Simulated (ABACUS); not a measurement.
**Geometry relaxation of Li (part 2 of 2)**

Li (Im-3m, 1 atom in the cell); Kohn-Sham DFT of a periodic cell, WC, Ansatz NC PBE, no spin polarisation (ABACUS 3.10.1); cutoff 1034.03 eV, 9×9×9 k-mesh, fermi-dirac of 0.05 eV. The structure derives from an entry of the Crystallography Open Database.

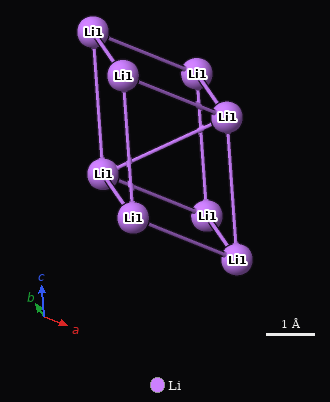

Fig. 1: The geometry at step 1 of the log (ball-and-stick view of the cell of the calculation, seen slightly off an axis; atoms are numbered from 1 in the order of the input).

What the program printed, continued
```
----------------------------------------------------------------
        -6.2478744356         0.0000000000         0.0000000000
         0.0000000000        -6.2478744356         0.0000000000
         0.0000000000         0.0000000000        -6.2478744356
----------------------------------------------------------------
 TOTAL-PRESSURE: -6.247874 KBAR

 Largest gradient in force is 0.000000 eV/A.
 Threshold is 0.010000 eV/A.

 Largest gradient in stress is 6.247874 kbar.
 Threshold is 0.500000 kbar.

 Relaxation is not converged yet!
DIRECT COORDINATES
    atom                   x                   y                   z     mag                  vx                  vy                  vz
taud_Li1            0.0000000000        0.0000000000        0.0000000000  0.0000        0.0000000000        0.0000000000        0.0000000000

                          Volume (Bohr^3) = 143.988249
                             Volume (A^3) = 21.336832

 Lattice vectors: (Cartesian coordinate: in unit of a_0)
            +0.497893           +0.497893           +0.497893
            -0.497893           +0.497893           +0.497893
            -0.497893           -0.497893           +0.497893
 Reciprocal vectors: (Cartesian coordinate: in unit of 2 pi/a_0)
            +1.004231           -0.000000           +1.004231
            -1.004231           +1.004231           -0.000000
            +0.000000           -1.004231           +1.004231

 -------------------------------------------
 STEP OF RELAXATION : 2
 -------------------------------------------

[... set-up of the moved cell ...]

 PW ALGORITHM --------------- ION=   2  ELEC=   1--------------------------------
 Notice: Threshold on eigenvalues was too large.
 hsover_error=0.030000 > DRHO=0.000001
 Origin diag ethr = 0.010000
 New diag ethr = 0.000000

 Density error is 0.000000065474
                          Error Threshold = 0.000000022037
----------------------------------------------------------
     Energy           Rydberg                 eV
----------------------------------------------------------
 E_KohnSham     -14.4136072494       -196.1071873266
 E_Harris       -14.4135103867       -196.1058694418
 E_Fermi        0.0582251716         0.7921941012
----------------------------------------------------------

 PW ALGORITHM --------------- ION=   2  ELEC=   2--------------------------------

 Density error is 0.000000000351
                          Error Threshold = 0.000000002182
----------------------------------------------------------
     Energy           Rydberg                 eV
----------------------------------------------------------
 E_KohnSham     -14.4135107902       -196.1058749316
 E_KS(sigma->0) -14.4133230928       -196.1033211771
 E_Harris       -14.4135427039       -196.1063091393
 E_band         -6.7272808957        -91.5293522281
 E_one_elec     -9.8362383506        -133.8288884538
 E_Hartree      3.6918417594         50.2300840422
 E_xc           -3.3089093510        -45.0200213386
 E_Ewald        -4.9598294532        -67.4819416722
 E_entropy(-TS) -0.0003753949        -0.0051075092
 E_descf        0.0000000000         0.0000000000
 E_exx          0.0000000000         0.0000000000
 E_Fermi        0.0582087826         0.7919711175
----------------------------------------------------------

 charge density convergence is achieved
 final etot is -196.10587493164 eV
 EFERMI = 0.79197111749 eV

 STATE ENERGY(eV) AND OCCUPATIONS    NSPIN == 1
[... levels at 9 further k points ...]

------------------------------------------------------------------------------------------
 TOTAL-FORCE (eV/Angstrom)
------------------------------------------------------------------------------------------
                       Li1         0.0000000000         0.0000000000         0.0000000000
------------------------------------------------------------------------------------------

----------------------------------------------------------------
 TOTAL-STRESS (KBAR)
----------------------------------------------------------------
        -4.6844896714        -0.0000000000         0.0000000000
         0.0000000000        -4.6844896714         0.0000000000
         0.0000000000         0.0000000000        -4.6844896714
----------------------------------------------------------------
 TOTAL-PRESSURE: -4.684490 KBAR

 Largest gradient in force is 0.000000 eV/A.
 Threshold is 0.010000 eV/A.

 Largest gradient in stress is 4.684490 kbar.
 Threshold is 0.500000 kbar.

 Relaxation is not converged yet!
DIRECT COORDINATES
    atom                   x                   y                   z     mag                  vx                  vy                  vz
taud_Li1            0.0000000000        0.0000000000        0.0000000000  0.0000        0.0000000000        0.0000000000        0.0000000000

                          Volume (Bohr^3) = 138.839842
                             Volume (A^3) = 20.573917

 Lattice vectors: (Cartesian coordinate: in unit of a_0)
            +0.491887           +0.491887           +0.491887
            -0.491887           +0.491887           +0.491887
            -0.491887           -0.491887           +0.491887
 Reciprocal vectors: (Cartesian coordinate: in unit of 2 pi/a_0)
            +1.016494           -0.000000           +1.016494
            -1.016494           +1.016494           -0.000000
            +0.000000           -1.016494           +1.016494

 -------------------------------------------
 STEP OF RELAXATION : 3
 -------------------------------------------

[... set-up of the moved cell ...]

 PW ALGORITHM --------------- ION=   3  ELEC=   1--------------------------------
 Notice: Threshold on eigenvalues was too large.
 hsover_error=0.030000 > DRHO=0.000005
 Origin diag ethr = 0.010000
 New diag ethr = 0.000000

 Density error is 0.000000210608
                          Error Threshold = 0.000000156057
----------------------------------------------------------
     Energy           Rydberg                 eV
----------------------------------------------------------
 E_KohnSham     -14.4137149322       -196.1086524259
 E_Harris       -14.4135943952       -196.1070124353
 E_Fermi        0.0663317083         0.9024891907
----------------------------------------------------------

 PW ALGORITHM --------------- ION=   3  ELEC=   2--------------------------------

 Density error is 0.000000000922
                          Error Threshold = 0.000000007020
----------------------------------------------------------
     Energy           Rydberg                 eV
----------------------------------------------------------
 E_KohnSham     -14.4135960836       -196.1070354074
 E_KS(sigma->0) -14.4134089353       -196.1044891247
 E_Harris       -14.4136495016       -196.1077621960
 E_band         -6.6948751331        -91.0884492087
 E_one_elec     -9.7442854485        -132.5778050379
 E_Hartree      3.6653725329         49.8699517400
 E_xc           -3.3139157811        -45.0881373157
 E_Ewald        -5.0203930903        -68.3059522283
 E_entropy(-TS) -0.0003742965        -0.0050925655
 E_descf        0.0000000000         0.0000000000
 E_exx          0.0000000000         0.0000000000
 E_Fermi        0.0663056448         0.9021345792
----------------------------------------------------------

 charge density convergence is achieved
 final etot is -196.10703540741 eV
 EFERMI = 0.90213457919 eV

 STATE ENERGY(eV) AND OCCUPATIONS    NSPIN == 1
 1/9 kpoint (Cartesian) = 0.00000 0.00000 0.00000 (1601 pws)
       1     -45.329633       0.002743
       2      -2.642789       0.002743
       3      15.554495       0.000000
       4      15.554495       0.000000
       5      15.554495       0.000000
       6      20.095303       0.000000

 2/9 kpoint (Cartesian) = 0.00000 0.11294 0.11294 (1615 pws)
       1     -45.327468       0.032922
       2      -2.409004       0.032922
       3      13.919186       0.000000
       4      14.540789       0.000000
       5      15.138964       0.000000
       6      18.125769       0.000000

 3/9 kpoint (Cartesian) = 0.00000 0.22589 0.22589 (1613 pws)
       1     -45.321986       0.032922
       2      -1.707404       0.032922
       3      10.432970       0.000000
       4      13.039497       0.000000
       5      14.178901       0.000000
       6      16.333701       0.000000

 4/9 kpoint (Cartesian) = 0.00000 0.33883 0.33883 (1627 pws)
       1     -45.315757       0.032922
       2      -0.556176       0.032922
       3       7.113728       0.000000
       4      11.926558       0.000000
       5      13.285122       0.000000
       6      15.097986       0.000000

 5/9 kpoint (Cartesian) = 0.00000 0.45177 0.45177 (1635 pws)
       1     -45.311692       0.032922
       2       0.834519       0.026157
       3       4.599427       0.000000
       4      11.353356       0.000000
       5      12.788740       0.000000
       6      14.478594       0.000000

 6/9 kpoint (Cartesian) = -0.11294 0.11294 0.22589 (1620 pws)
       1     -45.323645       0.065844
       2      -1.940542       0.065844
       3      12.104650       0.000000
       4      12.493040       0.000000
       5      13.954713       0.000000
       6      17.607831       0.000000

[... levels at 3 further k points ...]

------------------------------------------------------------------------------------------
 TOTAL-FORCE (eV/Angstrom)
------------------------------------------------------------------------------------------
                       Li1         0.0000000000         0.0000000000         0.0000000000
------------------------------------------------------------------------------------------

----------------------------------------------------------------
 TOTAL-STRESS (KBAR)
----------------------------------------------------------------
        -0.0706353666        -0.0000000000         0.0000000000
         0.0000000000        -0.0706353666         0.0000000000
         0.0000000000         0.0000000000        -0.0706353666
----------------------------------------------------------------
 TOTAL-PRESSURE: -0.070635 KBAR

 Largest gradient in force is 0.000000 eV/A.
 Threshold is 0.010000 eV/A.

 Largest gradient in stress is 0.070635 kbar.
 Threshold is 0.500000 kbar.

 Relaxation is converged!

 --------------------------------------------
 !FINAL_ETOT_IS -196.1070354074127522 eV
 --------------------------------------------
```

Standard output
```
ABACUS v3.10.1

               Atomic-orbital Based Ab-initio Computation at UStc

 dft_functional readin is: wc
 dft_functional in pseudopot file is: PBE
 Please make sure this is what you need

%%%%%%%%%%%%%%%%%%%%%%%%%%%%%%%%%%%%%%%%%%%%%%%%%%%%%%%%%%%%%%%%%%%%%%%%%%%%%%%%%%%%%%%%%%%%%%%%%%%%%%%%%
 Warning: the number of valence electrons in pseudopotential > 1 for Li: [He] 2s1
 Pseudopotentials with additional electrons can yield (more) accurate outcomes, but may be less efficient.
 If you're confident that your chosen pseudopotential is appropriate, you can safely ignore this warning.
%%%%%%%%%%%%%%%%%%%%%%%%%%%%%%%%%%%%%%%%%%%%%%%%%%%%%%%%%%%%%%%%%%%%%%%%%%%%%%%%%%%%%%%%%%%%%%%%%%%%%%%%%

 UNIFORM GRID DIM        : 32 * 32 * 32
 UNIFORM GRID DIM(BIG)   : 32 * 32 * 32
 ---------------------------------------------------------
 Cell relaxation calculations
 ---------------------------------------------------------
 SPIN    KPOINTS         PROCESSORS  THREADS
 1       35              4           4
 ---------------------------------------------------------
 Use plane wave basis
 ---------------------------------------------------------
 ELEMENT NATOM       XC
 Li      1
 ---------------------------------------------------------
 Initial plane wave basis and FFT box
 ---------------------------------------------------------
 -------------------------------------------
 STEP OF RELAXATION : 1
 -------------------------------------------
 START CHARGE      : atomic
 ITER       ETOT/eV          EDIFF/eV         DRHO     TIME/s
 DA1     -1.96104862e+02   0.00000000e+00   3.0681e-03   0.47
 DA2     -1.96104559e+02   3.03172360e-04   2.5784e-04   0.15
 DA3     -1.96104950e+02  -3.91057367e-04   7.1069e-06   0.19
 DA4     -1.96104951e+02  -1.54003465e-06   3.4438e-07   0.15
 DA5     -1.96104952e+02  -1.99270938e-07   5.8260e-09   0.15
----------------------------------------------------------------
 TOTAL-STRESS (KBAR)
----------------------------------------------------------------
        -6.2478744356         0.0000000000         0.0000000000
         0.0000000000        -6.2478744356         0.0000000000
         0.0000000000         0.0000000000        -6.2478744356
----------------------------------------------------------------
 TOTAL-PRESSURE: -6.247874 KBAR

 ETOT DIFF (eV)       : 0.000000
 LARGEST GRAD (eV/A)  : 0.000000
 -------------------------------------------
 STEP OF RELAXATION : 2
 -------------------------------------------
 ITER       ETOT/eV          EDIFF/eV         DRHO     TIME/s
 DA1     -1.96107187e+02   0.00000000e+00   6.5474e-08   0.35
 DA2     -1.96105875e+02   1.31239495e-03   3.5140e-10   0.17
----------------------------------------------------------------
 TOTAL-STRESS (KBAR)
----------------------------------------------------------------
        -4.6844896714        -0.0000000000         0.0000000000
         0.0000000000        -4.6844896714         0.0000000000
         0.0000000000         0.0000000000        -4.6844896714
----------------------------------------------------------------
 TOTAL-PRESSURE: -4.684490 KBAR

 ETOT DIFF (eV)       : -0.000923
 LARGEST GRAD (eV/A)  : 0.000000
 -------------------------------------------
 STEP OF RELAXATION : 3
 -------------------------------------------
 ITER       ETOT/eV          EDIFF/eV         DRHO     TIME/s
 DA1     -1.96108652e+02   0.00000000e+00   2.1061e-07   0.35
 DA2     -1.96107035e+02   1.61701847e-03   9.2204e-10   0.16
----------------------------------------------------------------
 TOTAL-STRESS (KBAR)
----------------------------------------------------------------
        -0.0706353666        -0.0000000000         0.0000000000
         0.0000000000        -0.0706353666         0.0000000000
         0.0000000000         0.0000000000        -0.0706353666
----------------------------------------------------------------
 TOTAL-PRESSURE: -0.070635 KBAR

 ETOT DIFF (eV)       : -0.001160
 LARGEST GRAD (eV/A)  : 0.000000
```

Trajectory as extended XYZ (Å, eV, eV/Å), 3 frames, from step=0 to step=2
```
1
Lattice="1.7547 1.7547 1.7547 -1.7547 1.7547 1.7547 -1.7547 -1.7547 1.7547" Properties=species:S:1:pos:R:3:forces:R:3 step=0 energy=-196.10495 pressure_GPa=-0.62
Li    0.0000    0.0000    0.0000    0.0000   0.0000   0.0000
1
Lattice="1.7473 1.7473 1.7473 -1.7473 1.7473 1.7473 -1.7473 -1.7473 1.7473" Properties=species:S:1:pos:R:3:forces:R:3 step=1 energy=-196.10587 pressure_GPa=-0.47
Li    0.0000    0.0000    0.0000    0.0000   0.0000   0.0000
1
Lattice="1.7262 1.7262 1.7262 -1.7262 1.7262 1.7262 -1.7262 -1.7262 1.7262" Properties=species:S:1:pos:R:3:forces:R:3 step=2 energy=-196.10704 pressure_GPa=-0.01
Li    0.0000    0.0000    0.0000    0.0000   0.0000   0.0000
```

This output came from the following input.

Input
```
INPUT_PARAMETERS
suffix              Li
calculation         cell-relax
basis_type          pw
pseudo_dir          ./
latname             bcc
symmetry            1
dft_functional      wc
ecutwfc             76
pseudo_rcut         7
nspin               1
nbands              6
ks_solver           dav
smearing_method     fd
smearing_sigma      0.00367493
scf_thr             1e-08
scf_nmax            100
mixing_type         broyden
mixing_beta         0.7
cal_force           1
cal_stress          1
relax_nmax          60
force_thr_ev        0.01
relax_method        cg
out_stru            1
stress_thr          0.5
kpar                4
```

File STRU
```
ATOMIC_SPECIES
Li 6.9400 Li.upf

LATTICE_CONSTANT
6.6316158891

ATOMIC_POSITIONS
Direct

Li
0.0
1
0.0000000000 0.0000000000 0.0000000000 1 1 1
```

File KPT
```
K_POINTS
0
Gamma
9 9 9 0 0 0
```

Launched with:
```bash
OMP_NUM_THREADS=1 mpirun -np 4 abacus > log
```

Results in brief

- outcome: converged
- space group (tolerance 0.01 Å): Im-3m (229)
- electrons treated: 3
- free energy: −196.1070 eV
- Fermi energy: 0.902 eV
- gap on the k-point mesh: none (metallic)
- pressure: −0.01 GPa
- final volume: 20.57 Å³
- largest force (length of the vector) at the end: under 0.001 eV/Å
- final cell: a = 2.990 Å, b = 2.990 Å, c = 2.990 Å, α = 70.53°, β = 109.47°, γ = 70.53°
- hardware: 4 threads of Intel Xeon @ 2.50GHz (Skylake/Cascade Lake), 64 GiB of memory available, shared host
- wall time: 3.4 s (CPU time 14 s)
- peak memory: 0.36 GiB
